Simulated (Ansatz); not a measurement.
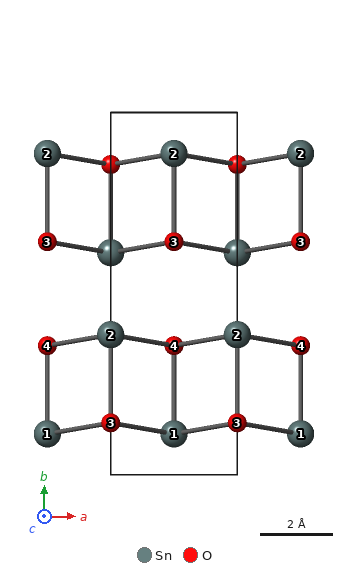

Solid SnO (built on the TlCl-63 type type), before the relaxation. The picture is a ball-and-stick view of the conventional cell (2 times the calculation's cell), seen along the c axis. Lengths and directions refer to the drawn axes.

These are results of DFT, PBEsol, plane waves, PAW (Ansatz 0.2.0), not measurements.

The input:
```yaml
crystal:
  lattice:
    - [1.77826109, -5.08828199, 0.0]
    - [1.77826109, 5.08828199, 0.0]
    - [0.0, 0.0, 3.92762401]
  atoms:
    - { symbol: Sn, position: [0.38685498, 0.61314502, 0.75] }
    - { symbol: Sn, position: [0.61314502, 0.38685498, 0.25] }
    - { symbol: O, position: [0.85650439, 0.14349561, 0.25] }
    - { symbol: O, position: [0.14349561, 0.85650439, 0.75] }
kpoints:
  mp_grid: { grid: [6, 6, 6] }
hamiltonian:
  xc: pbesol
scf:
  occupations: { method: fermi_dirac, width: 0.03 }
relax:
  f_tol: 0.01
  cell: {}
  max_steps: 120
```

Run as
```bash
ansatz run input.yaml --threads 2 --pin off --max-ram 2211MiB --backend cpu --events-out ev --progress --plain --runs-dir out
```

Predict the outcome.

The largest moves relative to the cell, 0.59 Å, are those of O3 and O4. O4 goes along −b. Largest moves by element: O 0.59 Å, Sn 0.37 Å. Cell: a 3.557 → 3.332 Å (−6.3 %), b 10.177 → 12.695 Å (+24.7 %), c 3.928 → 3.362 Å (−14.4 %). Volume +0.1 %. Near-neighbour distances that change, for instance: Sn1–O4 2.477 → 2.131 Å, Sn1–O3 2.667 → 2.442 Å. The space group stays Cmcm (No. 63). The energy falls by 1.666 eV per cell of the calculation in 16 accepted moves (21 points after the start). The largest force component goes from 2.2 to 0.0027 eV/Å. Pressure: −13.16 GPa at the start and 0.03 GPa at the end. At 5 points the geometry stayed and the basis and grid were re-selected for the new cell (energy shift of 46.2 meV per cell of the calculation at most each time). The run took 55 s on 2 threads of Arm Neoverse V1 (shared host), peak memory 0.4 GiB.

The structure at the end:

```
Sn O
1.0
     1.66624   -6.34737    0.00000
     1.66624    6.34737    0.00000
     0.00000    0.00000    3.36190
Sn O
2 2
Cartesian
  1.6662 1.8076 2.5214
  1.6662 -1.8076 0.8405
  1.6662 -3.9384 0.8405
  1.6662 3.9384 2.5214
```

The end point in the same view:

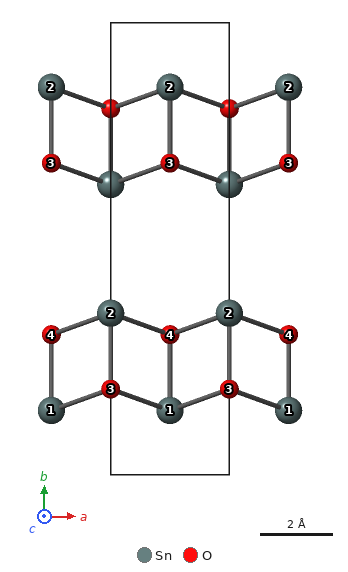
